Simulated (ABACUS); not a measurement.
**Single-point calculation at one volume of an equation of state of TaN (part 2 of 2)**

Continued. System: TaN (P-6m2, 2 atoms in the cell). Method: Kohn-Sham DFT of a periodic cell, PBE, PseudoDojo NC SR 0.4.1 PBE standard, no spin polarisation (ABACUS 3.10.1); cutoff 1360.57 eV, 10×10×9 k-mesh, fermi-dirac of 0.05 eV. The structure derives from an entry of the Crystallography Open Database. It belongs to a series of runs on one base structure; here: volume scaled by 1.0.

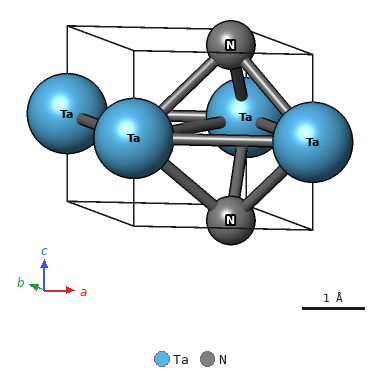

Fig. 1: The structure (ball-and-stick view of the cell of the calculation, seen slightly off an axis).

### Output, continued
```
----------------------------------------------------------

 LCAO ALGORITHM --------------- ION=   1  ELEC=   5--------------------------------

 Density error is 0.000614933821519
----------------------------------------------------------
     Energy           Rydberg                 eV
----------------------------------------------------------
 E_KohnSham     -151.1139202488      -2056.0103625017
 E_Harris       -151.1017989378      -2055.8454436047
 E_Fermi        1.4825160586         20.1706657736
----------------------------------------------------------

 LCAO ALGORITHM --------------- ION=   1  ELEC=   6--------------------------------

 Density error is 6.54877150973e-05
----------------------------------------------------------
     Energy           Rydberg                 eV
----------------------------------------------------------
 E_KohnSham     -151.1139215408      -2056.0103800794
 E_Harris       -151.1130645210      -2055.9987197274
 E_Fermi        1.4830580366         20.1780397628
----------------------------------------------------------

 LCAO ALGORITHM --------------- ION=   1  ELEC=   7--------------------------------

 Density error is 7.83496288425e-06
----------------------------------------------------------
     Energy           Rydberg                 eV
----------------------------------------------------------
 E_KohnSham     -151.1139215571      -2056.0103803018
 E_Harris       -151.1139839755      -2056.0112295480
 E_Fermi        1.4831106189         20.1787551812
----------------------------------------------------------

 LCAO ALGORITHM --------------- ION=   1  ELEC=   8--------------------------------

 Density error is 1.57587399294e-06
----------------------------------------------------------
     Energy           Rydberg                 eV
----------------------------------------------------------
 E_KohnSham     -151.1139215577      -2056.0103803092
 E_Harris       -151.1139088674      -2056.0102076489
 E_Fermi        1.4831053603         20.1786836342
----------------------------------------------------------

 LCAO ALGORITHM --------------- ION=   1  ELEC=   9--------------------------------

 Density error is 1.0233016398e-07
----------------------------------------------------------
     Energy           Rydberg                 eV
----------------------------------------------------------
 E_KohnSham     -151.1139215577      -2056.0103803098
 E_Harris       -151.1139227151      -2056.0103960564
 E_Fermi        1.4831063603         20.1786972396
----------------------------------------------------------

 LCAO ALGORITHM --------------- ION=   1  ELEC=  10--------------------------------

 Density error is 4.2467453541e-09
----------------------------------------------------------
     Energy           Rydberg                 eV
----------------------------------------------------------
 E_KohnSham     -151.1139215576      -2056.0103803088
 E_KS(sigma->0) -151.1139098030      -2056.0102203782
 E_Harris       -151.1139215077      -2056.0103796301
 E_band         -4.0633927517        -55.2852946355
 E_one_elec     -7.7517065337        -105.4673780828
 E_Hartree      15.5155643969        211.1000834841
 E_xc           -35.8393257549       -487.6190427453
 E_Ewald        -123.0384301565      -1674.0237231036
 E_entropy(-TS) -0.0000235094        -0.0003198612
 E_descf        0.0000000000         0.0000000000
 E_exx          0.0000000000         0.0000000000
 E_Fermi        1.4831062866         20.1786962371
----------------------------------------------------------

 charge density convergence is achieved
 final etot is -2056.0103803 eV
 EFERMI = 20.178696237 eV

 STATE ENERGY(eV) AND OCCUPATIONS    NSPIN == 1
 1/70 kpoint (Cartesian) = 0.0000 0.0000 0.0000 (600 pws)
       1       -48.4658     0.00222222
       2       -14.7721     0.00222222
       3       -14.5094     0.00222222
       4       -14.5094     0.00222222
       5        2.35290     0.00222222
       6        15.5368     0.00222222
       7        15.5368     0.00222222
       8        15.8939     0.00222222
       9        17.1897     0.00222222
      10        22.4263    6.67602e-23
      11        23.7123    4.51285e-34
      12        23.7123    4.51285e-34
      13        24.1113    1.54469e-37

 2/70 kpoint (Cartesian) = -0.034037 0.019651 0.0000 (604 pws)
       1       -48.4586      0.0133333
       2       -14.7586      0.0133333
       3       -14.6152      0.0133333
       4       -14.5320      0.0133333
       5        2.55359      0.0133333
       6        14.9510      0.0133333
       7        15.6911      0.0133333
       8        16.1736      0.0133333
       9        16.8902      0.0133333
      10        23.0784    8.67591e-28
      11        23.3418    4.46929e-30
      12        23.7286    1.95368e-33
      13        24.0066    7.52182e-36

 3/70 kpoint (Cartesian) = -0.068074 0.039302 0.0000 (608 pws)
       1       -48.4397      0.0133333
       2       -14.8839      0.0133333
       3       -14.7232      0.0133333
       4       -14.5908      0.0133333
       5        3.08922      0.0133333
       6        13.8299      0.0133333
       7        16.0793      0.0133333
       8        16.2201      0.0133333
       9        16.7533      0.0133333
      10        22.4503    2.47681e-22
      11        23.7444    1.42514e-33
      12        23.8956    6.91750e-35
      13        24.6897    8.77300e-42

 4/70 kpoint (Cartesian) = -0.10211 0.058953 0.0000 (608 pws)
       1       -48.4163      0.0133333
       2       -15.2008      0.0133333
       3       -14.6790      0.0133333
       4       -14.6626      0.0133333
       5        3.77927      0.0133333
       6        12.7830      0.0133333
       7        15.5414      0.0133333
       8        16.5137      0.0133333
       9        17.0734      0.0133333
      10        22.3880    8.61631e-22
      11        23.4409    6.16774e-31
      12        24.3686    5.39048e-39
      13        25.2258    1.93239e-46

 5/70 kpoint (Cartesian) = -0.13615 0.078605 0.0000 (603 pws)
       1       -48.3972      0.0133333
       2       -15.4460      0.0133333
       3       -14.7198      0.0133333
       4       -14.6430      0.0133333
       5        4.37316      0.0133333
       6        12.0706      0.0133333
       7        15.0660      0.0133333
       8        16.8091      0.0133333
       9        16.8287      0.0133333
      10        23.2090    6.36658e-29
      11        23.4257    8.34932e-31
      12        25.0404    7.87928e-45
      13        25.3029    4.13470e-47

 6/70 kpoint (Cartesian) = 0.17018 0.29477 0.0000 (625 pws)
       1       -48.3900     0.00666667
       2       -15.5373     0.00666667
       3       -14.7415     0.00666667
       4       -14.6292     0.00666667
       5        4.61253     0.00666667
       6        11.8183     0.00666667
       7        14.8970     0.00666667
       8        16.6318     0.00666667
       9        16.9066     0.00666667
      10        23.1230    1.77674e-28
      11        24.1684    1.47962e-37
      12        25.2974    2.30882e-47
      13        25.3967    3.16776e-48

[... levels at 64 further k points ...]

 correction force for each atom along direction 1 is 0.174760
 correction force for each atom along direction 2 is -0.0866310
 correction force for each atom along direction 3 is 0.00791372
------------------------------------------------------------------------------------------
 TOTAL-FORCE (eV/Angstrom)
------------------------------------------------------------------------------------------
                       Ta1         0.0000000000         0.0000000000         0.0000000000
                        N1         0.0000000000         0.0000000000         0.0000000000
------------------------------------------------------------------------------------------

----------------------------------------------------------------
 TOTAL-STRESS (KBAR)
----------------------------------------------------------------
        48.6879712844         0.0000000000        -0.0000000000
         0.0000000000        48.6879712851         0.0000000000
         0.0000000000         0.0000000000        63.5680700081
----------------------------------------------------------------
 TOTAL-PRESSURE: 53.648004 KBAR

 --------------------------------------------
 !FINAL_ETOT_IS -2056.0103803088236418 eV
 --------------------------------------------
```

### Standard output
```
ABACUS v3.10.1

               Atomic-orbital Based Ab-initio Computation at UStc

%%%%%%%%%%%%%%%%%%%%%%%%%%%%%%%%%%%%%%%%%%%%%%%%%%%%%%%%%%%%%%%%%%%%%%%%%%%%%%%%%%%%%%%%%%%%%%%%%%%%%%%%%
 Warning: the number of valence electrons in pseudopotential > 5 for Ta: [Xe] 4f14 5d3 6s2
 Pseudopotentials with additional electrons can yield (more) accurate outcomes, but may be less efficient.
 If you're confident that your chosen pseudopotential is appropriate, you can safely ignore this warning.
%%%%%%%%%%%%%%%%%%%%%%%%%%%%%%%%%%%%%%%%%%%%%%%%%%%%%%%%%%%%%%%%%%%%%%%%%%%%%%%%%%%%%%%%%%%%%%%%%%%%%%%%%

 UNIFORM GRID DIM        : 36 * 36 * 36
 UNIFORM GRID DIM(BIG)   : 12 * 12 * 12
 ---------------------------------------------------------
 Self-consistent calculations for electrons
 ---------------------------------------------------------
 SPIN    KPOINTS         PROCESSORS  THREADS     NBASE
 1       70              4           4           39
 ---------------------------------------------------------
 Use Systematically Improvable Atomic bases
 ---------------------------------------------------------
 ELEMENT ORBITALS        NBASE       NATOM       XC
 Ta      3s2p2d1f-7au    26          1
 N       2s2p1d-6au      13          1
 ---------------------------------------------------------
 Initial plane wave basis and FFT box
 ---------------------------------------------------------
 -------------------------------------------
 SELF-CONSISTENT :
 -------------------------------------------
 START CHARGE      : atomic
 ITER       ETOT/eV          EDIFF/eV         DRHO     TIME/s
 GE1     -2.05356108e+03   0.00000000e+00   1.0937e-01   0.72
 GE2     -2.05481044e+03  -1.24936185e+00   9.8608e-02   0.60
 GE3     -2.05600964e+03  -1.19920463e+00   1.3494e-02   0.58
 GE4     -2.05600780e+03   1.84090916e-03   6.0138e-03   0.58
 GE5     -2.05601036e+03  -2.56180056e-03   6.1493e-04   0.63
 GE6     -2.05601038e+03  -1.75776686e-05   6.5488e-05   0.63
 GE7     -2.05601038e+03  -2.22437121e-07   7.8350e-06   0.59
 GE8     -2.05601038e+03  -7.36348799e-09   1.5759e-06   0.55
 GE9     -2.05601038e+03  -5.93966892e-10   1.0233e-07   0.60
 GE10    -2.05601038e+03   9.33487029e-10   4.2467e-09   0.56
----------------------------------------------------------------
 TOTAL-STRESS (KBAR)
----------------------------------------------------------------
        48.6879712844         0.0000000000        -0.0000000000
         0.0000000000        48.6879712851         0.0000000000
         0.0000000000         0.0000000000        63.5680700081
----------------------------------------------------------------
 TOTAL-PRESSURE: 53.648004 KBAR
```

### File mulliken.txt
```
 0
CALCULATE THE MULLIkEN ANALYSIS FOR EACH ATOM
 Total charge:	18
Decomposed Mulliken populations
0                             Zeta of Ta              Spin 1
s                                      0              1.9975
s                                      1              0.5975
s                                      2             -0.0295
SUM OVER M+Zeta                                       2.5655

pz                                     0              1.9943
px                                     0              2.0037
py                                     0              1.9994
SUM OVER M                                            5.9973
pz                                     1              0.1079
px                                     1              0.2085
py                                     1              0.1102
SUM OVER M                                            0.4267
SUM OVER M+Zeta                                       6.4240

dz^2                                   0              0.7905
dxz                                    0              0.4878
dyz                                    0              0.4368
dx^2-y^2                               0              0.5366
dxy                                    0              0.8611
SUM OVER M                                            3.1128
dz^2                                   1             -0.0382
dxz                                    1             -0.0479
dyz                                    1             -0.0338
dx^2-y^2                               1             -0.0207
dxy                                    1             -0.0481
SUM OVER M                                           -0.1888
SUM OVER M+Zeta                                       2.9240

fz^3                                   0              0.0350
fxz^2                                  0              0.0436
fyz^2                                  0              0.0481
fzx^2-zy^2                             0              0.0431
fxyz                                   0              0.0613
fx^3-3*xy^2                            0              0.0275
f3yx^2-y^3                             0              0.0399
SUM OVER M                                            0.2984
SUM OVER M+Zeta                                       0.2984

SUM OVER M+Zeta+L                                    12.2120

Total Charge on atom:                 Ta             12.2120


1                              Zeta of N              Spin 1
s                                      0              1.7460
s                                      1              0.0042
SUM OVER M+Zeta                                       1.7502

pz                                     0              1.2926
px                                     0              1.3084
py                                     0              1.3245
SUM OVER M                                            3.9255
pz                                     1             -0.0062
px                                     1             -0.0004
py                                     1              0.0006
SUM OVER M                                           -0.0060
SUM OVER M+Zeta                                       3.9194

dz^2                                   0              0.0231
dxz                                    0              0.0300
dyz                                    0              0.0192
dx^2-y^2                               0              0.0168
dxy                                    0              0.0293
SUM OVER M                                            0.1184
SUM OVER M+Zeta                                       0.1184

SUM OVER M+Zeta+L                                     5.7880

Total Charge on atom:                  N              5.7880
```

The run was set up as follows.

### Input file
```
INPUT_PARAMETERS
suffix              TaN
calculation         scf
basis_type          lcao
pseudo_dir          ./
orbital_dir         ./
symmetry            1
dft_functional      pbe
ecutwfc             100
pseudo_rcut         10
nspin               1
nbands              13
ks_solver           genelpa
smearing_method     fd
smearing_sigma      0.00367493
scf_thr             1e-07
scf_nmax            100
mixing_type         broyden
mixing_beta         0.7
cal_force           1
cal_stress          1
out_mul             1
```

### File STRU
```
ATOMIC_SPECIES
Ta 180.9479 Ta.upf
N 14.0070 N.upf

NUMERICAL_ORBITAL
Ta_confined-atom_7au_3s2p2d1f.orb
N_confined-atom_6au_2s2p1d.orb

LATTICE_CONSTANT
1.8897261246

LATTICE_VECTORS
2.9380000000 0.0000000000 0.0000000000
-1.4690000000 2.5443826363 0.0000000000
0.0000000000 0.0000000000 2.8830000000

ATOMIC_POSITIONS
Direct

Ta
0.0
1
0.0000000000 0.0000000000 0.5000000000 1 1 1

N
0.0
1
0.6666666667 0.3333333333 0.0000000000 1 1 1
```

### File KPT
```
K_POINTS
0
Gamma
10 10 9 0 0 0
```

Launched with:
```bash
OMP_NUM_THREADS=1 mpirun -np 4 abacus > log
```

### Summary

- outcome: converged
- space group (tolerance 0.01 Å): P-6m2 (187)
- electrons treated: 18
- free energy: −2056.0104 eV
- Fermi energy: 20.179 eV
- gap on the k-point mesh: none (metallic)
- pressure: 5.36 GPa
- largest force (length of the vector): under 0.001 eV/Å
- hardware: 4 threads of Intel Xeon @ 2.80GHz (Skylake/Cascade Lake), 24 GiB of memory available, shared host
- wall time: 7.8 s (CPU time 31 s)
- peak memory: 0.4 GiB

### Remarks

Points of doubt noted for this run: home made orbitals. Spin–orbit coupling is left out, which matters for Ta. The cell is under a pressure of 5.4 GPa at this level, so it is not at its equilibrium volume.
